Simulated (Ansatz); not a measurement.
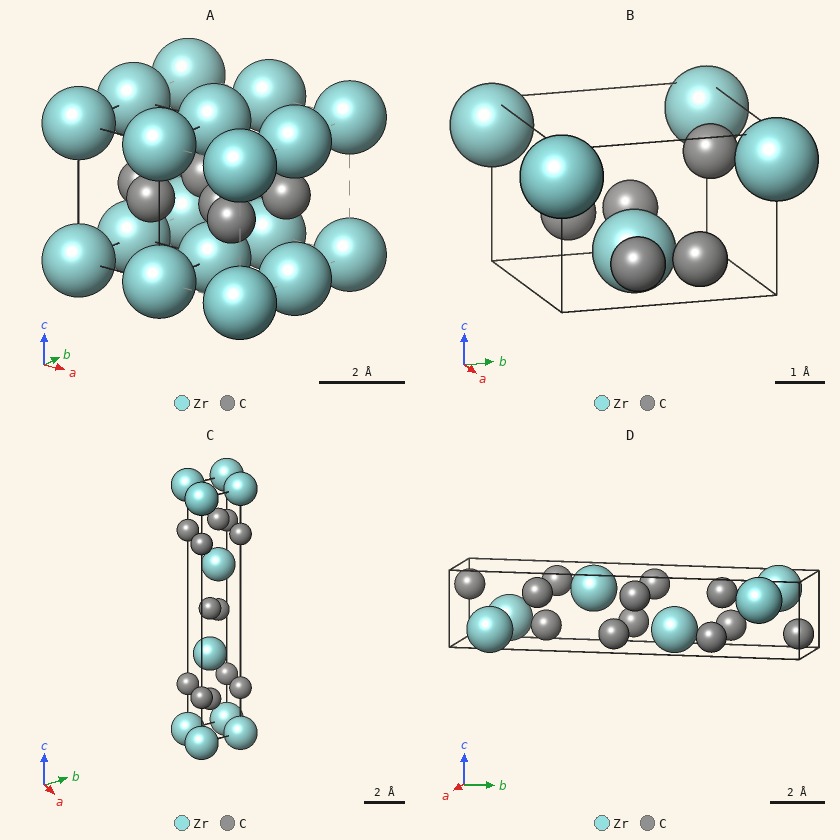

Four structures of ZrC$_{2}$, each relaxed to rest (conventional cells in solid outline, small ones repeated, each panel with its own scale). Method: Ansatz 0.2.0, DFT PBE, scalar-relativistic, plane waves, PAW, without spin polarisation.

Name the structure in each panel.

Answer. A: AlB₂ type, P6/mmm; B: 6 atoms a cell on a primitive orthorhombic lattice, Pmmn; C: 9 atoms a cell on a rhombohedral (trigonal R) lattice, R-3m; D: 12 atoms a cell on a base-centred orthorhombic lattice, Cmcm.

Which of these is lowest in energy, and how far above it do the others lie?

Answer. B, then C (+324 meV/atom), D (+352 meV/atom) and A (+713 meV/atom), energies at zero smearing.

Collect the results in a table.

Answer.
| panel | structure | E − E(lowest) (meV/atom) | volume (Å³/atom) | gap (eV) |
| --- | --- | --- | --- | --- |
| B | Pmmn | 0 | 12.4 | metal |
| C | R-3m | 324 | 9.7 | metal |
| D | Cmcm | 352 | 10.1 | metal |
| A | P6/mmm | 713 | 9.8 | metal |

Some of these may be structure types tried for this composition rather than known phases, and the most stable form need not be among them. Gaps are taken on the k-mesh or band path of each run.
